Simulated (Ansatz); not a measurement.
**NaCl (Fm-3m): the cell at rest**

Task: relax NaCl (Fm-3m) tightly.

Main program and level: Ansatz 0.2.0; DFT PBEsol, scalar-relativistic, plane waves, PAW.

The database entry behind the starting cell differs from later determinations by our own check (an axis about 0.4 % short against later determinations), so it need not match the best structure at ambient conditions.

## 1. The starting structure

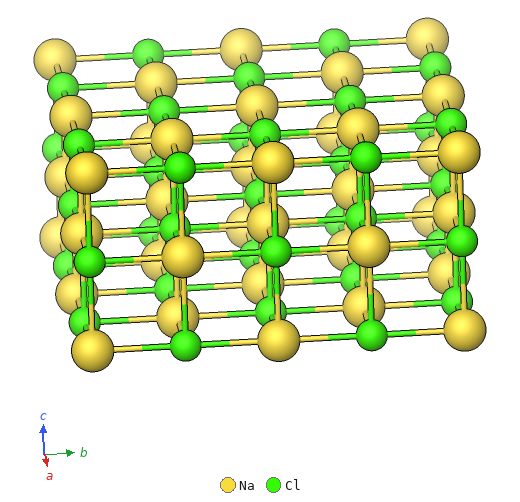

The starting structure, seen slightly off an axis (sodium yellow, chlorine green). 2×2×1 cells are drawn. This picture shows the conventional cell, with its axes. Some periodic images of atoms are drawn too.

## 2. Probe on a coarse mesh

First a cheap look: the gap decides the mesh and the occupations, the pressure tells how far the cell has to move.

input.yaml reads:

```yaml
crystal:
  lattice:
    - [0.0, 2.81, 2.81]
    - [2.81, 0.0, 2.81]
    - [2.81, 2.81, 0.0]
  atoms:
    - { symbol: Na, position: [0.0, 0.0, 0.0] }
    - { symbol: Cl, position: [0.5, 0.5, 0.5] }
kpoints:
  mp_grid: { grid: [6, 6, 6] }
hamiltonian:
  xc: pbesol
scf:
  occupations: { method: gaussian, width: 0.1 }
output:
  forces: true
  stress: true
  eigenvalues: true
```

On the command line:

```
> ansatz run input.yaml --threads 4 --pin off --max-ram 7168MiB --backend cpu --events-out ev --progress --plain --runs-dir out
```

Numbers of over 12 decimals in the logs are rounded to 6 here.

The program printed:

```text
Engine: ansatz 0.2.0, aarch64-unknown-linux-gnu
Pseudopotentials: kind: paw
Pseudopotential: Na, paw, valence charge 9, recommended cutoff 420 eV (normal), Na.paw.azcp
Pseudopotential: Cl, paw, valence charge 7, recommended cutoff 420 eV (normal), Cl.paw.azcp
Functional definition: PBEsol
  exchange = pbesol_x
  correlation = pbesol_c
Crystal: 2 atoms, lattice volume = 44.376 Å³
[...]
--- Band table (eV; the first three rows and the last of 16) ---
  k-point 0: bands = [... 4 lower, -11.5363, 1.1291, 1.1291, 1.1291, 6.1037, 12.0355, 12.0355, 12.0355]
  k-point 1: bands = [... 4 lower, -11.4519, 0.5003, 1.0570, 1.0570, 6.9328, 11.2530, 12.3214, 12.3214]
  k-point 2: bands = [... 4 lower, -11.2754, -0.4638, 0.9197, 0.9197, 8.0239, 11.0894, 12.1490, 12.1490]
  k-point 15: bands = [... 4 lower, -11.1201, -0.3680, 0.1792, 0.3861, 9.4344, 9.8170, 11.4824, 13.0726]
[key lines of the parts left out:]
SCF converged after 7 iterations
Free energy (F): -2540.286310 eV
Fermi energy:    3.617503 eV
P = ⅓ Tr σ = -0.2419 GPa (-2.419 kbar)
```

Wall time 0.88 s (4 threads of Arm Neoverse V1, shared host); peak memory 0.27 GiB.

This step gave:

- pressure: -0.2419 GPa
- gap on the k-mesh: 4.975 eV
- volume per atom: 22.19 Å³
- direct gap on mesh: 4.975 eV

The coarse mesh shows a gap of 4.97 eV and a pressure of -0.2 GPa.

## 3. Relaxation

The cell and atoms are relaxed, since residual forces and stress would shift the frequencies.

input.yaml, the sections that differ from step 2:

```yaml
kpoints:
  mp_grid: { grid: [8, 8, 8] }
scf:
  occupations: { method: gaussian, width: 0.02 }
relax:
  adjacent_minimum: "off"
  f_tol: 0.005
  max_steps: 80
  cell: { stress_tol: 0.05 }
# crystal, hamiltonian, output: as in step 2
```

The program printed:

```text
[...]
Crystal: 2 atoms, lattice volume = 44.376 Å³
Basis set: ecut = 420 eV, 893 PW (Γ), exchange–correlation on 54×54×54 points (8 copies of the dense FFT grid, shifted against one another)
Bands: 12, of which v1, the nominal top of the filled ones, is band 8 counted from 1 (7 counted from 0)
Symmetry: 48 space group operations
[...]
k-points: 29 of 512
[...]
SCF iter   1: F=—  HF=-2540.289201 eV  |F-HF|=—  |Δ(HF+E_count)|=         —  Δρ=2.83e-3  dr2=3.82e-3  ethr=1.77e-3  ⟨swp⟩=6.0  Hψ=2044  notcnv=0
[...]
SCF iter   6: F=-2540.286338 eV  HF=-2540.286338 eV  |F-HF|=5.03e-8  |Δ(HF+E_count)|=   2.95e-7  Δρ=1.09e-5  dr2=9.53e-8  ethr=6.25e-10  ⟨swp⟩=3.0  Hψ=1185  notcnv=0
SCF 1 converged in 6 iterations: F = -2540.286338 eV  dr2 = 9.53e-8
[...]
relax step   1: F+E_penalty+E_count = -2540.28633845 eV  Δ(F+E_penalty+E_count) = +0.000e0 eV  max|allowed force component| = 4.930e-30 eV/Å  Δτ_max = 0.0000 Å  P = -0.242 GPa  Ω = 44.376 Å³  (6 SCF iters, dr2 threshold 1.00e-7 eV, accepted)
Crystal: 2 atoms, lattice volume = 44.097 Å³
Basis set: ecut = 420 eV, 869 PW (Γ), exchange–correlation on 54×54×54 points (8 copies of the dense FFT grid, shifted against one another)
[...]
iter 1 solved again at ethr=2.84e-7 eV; its pass at ethr=3.10e-3 eV (dr2=4.54e-5 eV) is discarded
[...]
SCF iter   4: F=-2540.286628 eV  HF=-2540.286628 eV  |F-HF|=6.41e-9  |Δ(HF+E_count)|=   1.96e-7  Δρ=5.30e-6  dr2=1.82e-8  ethr=9.17e-10  ⟨swp⟩=5.0  Hψ=1530  notcnv=0
SCF 2 converged in 4 iterations: F = -2540.286628 eV  dr2 = 1.82e-8
relax step   2: F+E_penalty+E_count = -2540.28662772 eV  Δ(F+E_penalty+E_count) = -2.893e-4 eV  max|allowed force component| = 1.931e-30 eV/Å  Δτ_max = 0.0000 Å  P = -0.085 GPa  Ω = 44.097 Å³  energy of the carried Pulay correction = +3.818e-6 eV  (4 SCF iters, dr2 threshold 1.47e-7 eV, accepted)
Crystal: 2 atoms, lattice volume = 43.949 Å³
[...]
SCF iter   4: F=-2540.286668 eV  HF=-2540.286668 eV  |F-HF|=1.71e-9  |Δ(HF+E_count)|=   3.48e-8  Δρ=3.05e-6  dr2=6.08e-9  ethr=1.12e-10  ⟨swp⟩=3.0  Hψ=1347  notcnv=0
SCF 3 converged in 4 iterations: F = -2540.286668 eV  dr2 = 6.08e-9
relax step   3: F+E_penalty+E_count = -2540.28666821 eV  Δ(F+E_penalty+E_count) = -4.049e-5 eV  max|allowed force component| = 1.578e-29 eV/Å  Δτ_max = 0.0000 Å  P = +0.002 GPa  Ω = 43.949 Å³  energy of the carried Pulay correction = +5.861e-6 eV  (4 SCF iters, dr2 threshold 1.79e-8 eV, accepted)
[...]
SCF iter   1: F=—  HF=-2540.286626 eV  |F-HF|=—  |Δ(HF+E_count)|=         —  Δρ=6.04e-6  dr2=1.78e-8  ethr=4.32e-6  ⟨swp⟩=2.9  Hψ=2916  notcnv=0
eigensolver tolerance schedule: the retry pair's looser diagonalisation over-reported the residual by 38964.90 of it (diagonalisation noise at an unbounded share of the residual, at the tolerance the schedule requests for it); recorded, not acted on — ethr = c·dr2/N_el stays at c = 1.0e-1
[...]
SCF iter   2: F=—  HF=-2540.286662 eV  |F-HF|=—  |Δ(HF+E_count)|=   3.57e-5  Δρ=3.73e-6  dr2=5.53e-9  ethr=1.11e-10  ⟨swp⟩=2.6  Hψ=641  notcnv=0
[...]
SCF iter   6: F=-2540.286662 eV  HF=-2540.286662 eV  |F-HF|=1.82e-12  |Δ(HF+E_count)|=  5.91e-12  Δρ=7.02e-8  dr2=2.27e-12  ethr=1.00e-12  ⟨swp⟩=5.0  Hψ=1137  notcnv=0
SCF 4 converged in 6 iterations: F = -2540.286662 eV  dr2 = 2.27e-12
relax step   4: F+E_penalty+E_count = -2540.28666154 eV  Δ(F+E_penalty+E_count) = +6.670e-6 eV  max|allowed force component| = 2.373e-29 eV/Å  Δτ_max = 0.0000 Å  P = +0.002 GPa  Ω = 43.949 Å³  stress off target by 2.09e-3 GPa  SCF on the basis re-selected at this cell (its energy is not comparable with the rows above)  (6 SCF iters)
basis re-selected at this cell: Δ(F+E_penalty+E_count) = +6.670e-6 eV, ΔP = +0.000 GPa vs the last step (what re-selecting the basis moved, of the pressure what is left beyond the Pulay correction that the steps carried, after the strain that the cell walked since its last selection, with what the two solves' SCF thresholds leave and, on support functions, any second-order correction that the steps lacked; it is no m [...]
SCF converged after 6 iterations
Free energy (F): -2540.286662 eV
[...]
Internal energy: -2540.286662 eV  (E = F + TS)
E sigma→0 (E₀):  -2540.286662 eV
Fermi energy:    3.709128 eV
[...]
--- Stress (GPa, compression-positive) ---
        0.002090      -0.000000      -0.000000
       -0.000000       0.002090      -0.000000
       -0.000000      -0.000000       0.002090
  P = ⅓ Tr σ = 0.0021 GPa (0.021 kbar)
--- Band table (eV; the first three rows and the last of 29) ---
  k-point 0: bands = [... 4 lower, -11.4845, 1.2037, 1.2037, 1.2037, 6.2145, 12.1179, 12.1179, 12.1179]
  k-point 1: bands = [... 4 lower, -11.4339, 0.8111, 1.1602, 1.1602, 6.7265, 11.5803, 12.3141, 12.3141]
  k-point 2: bands = [... 4 lower, -11.3081, 0.0430, 1.0589, 1.0589, 7.7007, 11.0614, 12.4223, 12.4223]
  k-point 28: bands = [... 4 lower, -11.0520, -0.0551, -0.0551, 0.4078, 9.9994, 10.7474, 10.7474, 12.4770]
--- Relaxed structure (3 steps of the walk, 3 accepted, 1 SCFs on fresh bases) ---
  F+E_penalty+E_count = -2540.28666154 eV   max|allowed force component| = 2.373e-29 eV/Å   (the final SCF, on the basis selected at the relaxed cell)
  cell:  # Å, volume = 43.9488 Å³
    - [0, 2.800952, 2.800952]
    - [2.800952, 0, 2.800952]
    - [2.800952, 2.800952, 0]
  atoms:
    - { symbol: Na, position: [0, 0, 0] }
    - { symbol: Cl, position: [0.500000, 0.500000, 0.500000] }
```

Run time: 1.5 s. Hardware: 4 threads; peak memory 0.3 GiB.

Step by step:

```
step  energy less that of the first step (eV)  largest force component (eV/Å)  pressure (GPa)  volume (Å³)
   1                                   0.0000                          0.0000           -0.24        44.38
   2                                  -0.0003                          0.0000           -0.08        44.10
   3                                  -0.0003                          0.0000            0.00        43.95
  4*                                  -0.0003                          0.0000            0.00        43.95
```

Relaxation steps marked * repeat the geometry before them on a plane-wave basis chosen anew for their cell, so energy and pressure can jump there.

Forces are held to the 48 operations that the run works with; a distortion that breaks them can't arise in this run.

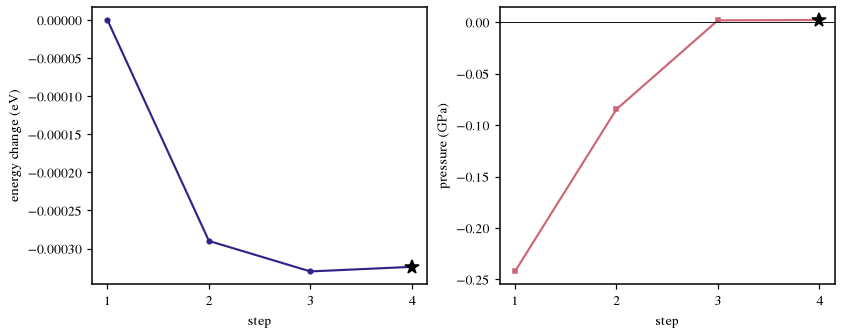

Energy and pressure along the relaxation. Stars mark steps on a basis chosen anew.

```csv
"conventional cell, symmetrised",before,after,change
a (Å),5.620,5.602,-0.3 %
b (Å),5.620,5.602,-0.3 %
c (Å),5.620,5.602,-0.3 %
volume (Å³/atom),22.19,21.97,-1.0 %
```

The relaxed structure:

```xyz
2
Lattice="0.0000 2.8010 2.8010 2.8010 0.0000 2.8010 2.8010 2.8010 0.0000" Properties=species:S:1:pos:R:3 pbc="T T T"
Na    0.0000    0.0000    0.0000
Cl    2.8010    2.8010    2.8010
```

This step gave:

```yaml
pressure: 0.002090 GPa
gap_on_the_k_mesh: 5.011 eV
volume_per_atom: 21.97 Å³
direct_gap_on_mesh: 5.011 eV
```

In this step the volume went from 22.19 to 21.97 Å³/atom.

## 4. Relaxing to small forces for the phonons

Phonons need a cell at rest on their own settings, so the relaxation is repeated with tight tolerances on forces and stress, using the mesh and the filling of the phonon run that follows.

input.yaml, the sections that differ from step 3:

```yaml
crystal:
  lattice:
    - [0.0, 2.8009522132, 2.8009522132]
    - [2.8009522132, 0.0, 2.8009522132]
    - [2.8009522132, 2.8009522132, 0.0]
  atoms:
    - { symbol: Na, position: [0.0, 0.0, 0.0] }
    - { symbol: Cl, position: [0.5, 0.5, 0.5] }
scf:
  occupations: { method: fixed }
relax:
  adjacent_minimum: "off"
  f_tol: 0.001
  max_steps: 60
  cell: { stress_tol: 0.01 }
# kpoints, hamiltonian, output: as in step 3
```

The program printed:

```text
[...]
Crystal: 2 atoms, lattice volume = 43.949 Å³
Basis set: ecut = 420 eV, 869 PW (Γ), exchange–correlation on 54×54×54 points (8 copies of the dense FFT grid, shifted against one another)
Bands: 12, of which v1, the nominal top of the filled ones, is band 8 counted from 1 (7 counted from 0)
[... 1 set-up line as in the run before ...]
[...]
k-points: 29 of 512
[...]
k-point 28: bands = [... 4 lower, -11.0520, -0.0551, -0.0551, 0.4078, 9.9994, 10.7474, 10.7474, 12.4770]
--- Relaxed structure (1 steps of the walk, 1 accepted, 1 SCFs on fresh bases) ---
[...]
cell:  # Å, volume = 43.9488 Å³
    - [0.0, 2.8009522132, 2.8009522132]
    - [2.8009522132, 0.0, 2.8009522132]
    - [2.8009522132, 2.8009522132, 0.0]
  atoms:
    - { symbol: Na, position: [0.0, 0.0, 0.0] }
    - { symbol: Cl, position: [0.5, 0.5, 0.5] }
[key lines of the parts left out:]
SCF converged after 7 iterations
Free energy (F): -2540.286662 eV
Fermi energy:    1.203673 eV
P = ⅓ Tr σ = 0.0021 GPa (0.021 kbar)
```

It took 0.89 s on 4 threads; peak memory 0.29 GiB; 2.7 s of CPU time.

Little changed from the start: no atom moved by 0.005 Å and no cell edge by 0.1 %.

This step gave:

* pressure: 0.002092 GPa

The forces vanish by symmetry and the pressure is 0.002 GPa, within the tolerances set. The cell now holds 21.97 Å³/atom.

## 5. Outcome

| Item | Value |
| --- | --- |
| space group after relaxation (within 0.01 Å) | Fm-3m |
| lattice constant a | 5.602 Å |
| lattice constant b | 5.602 Å |
| lattice constant c | 5.602 Å |
| volume per atom | 22.0 Å³ |
| gap on the k-mesh | 5.01 eV |

What this shows: The forces vanish by symmetry and the pressure is 0.002 GPa, within the tolerances set. The cell now holds 21.97 Å³/atom. The relaxation keeps the symmetry of its start, so it says nothing on stability against lower symmetry.

[Logs are printed without paths, hosts, clocks, repeated set-up lines and the standing remarks that a program may print on its own settings, such as how far it seeks lower states.]

[Hosts, paths, dates, database ids (printed as entryN), source tags and the programs' standing remarks are cut or masked in the printed files.]
